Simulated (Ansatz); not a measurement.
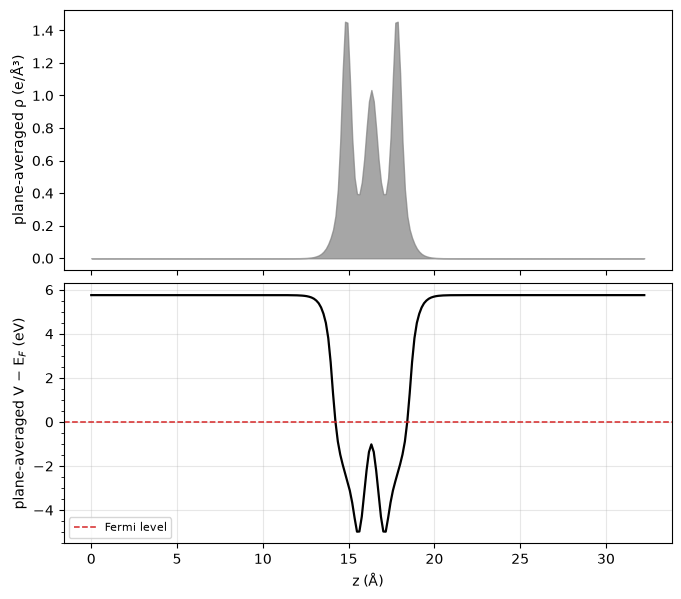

The picture shows: SnSe2 (slab). Plane average of the electrostatic potential energy of an electron and of the valence electron density across the slab.

Not relaxed (largest force 0.9 eV/Å).

All numbers below come from Ansatz, DFT PBE+D3(BJ), scalar-relativistic, plane waves, PAW.

Question: How far above the Fermi level of the calculation is the vacuum level?

Answer: 5.8 eV. The slab has a gap, so the Fermi level lies inside it and this isn't a work function in the metallic sense.

Question: What are the slab's thickness and the vacuum gap?

Answer: The outermost nuclei are 3.0 Å apart, in 3 atomic planes; the vacuum between periodic images is 29.4 Å wide.
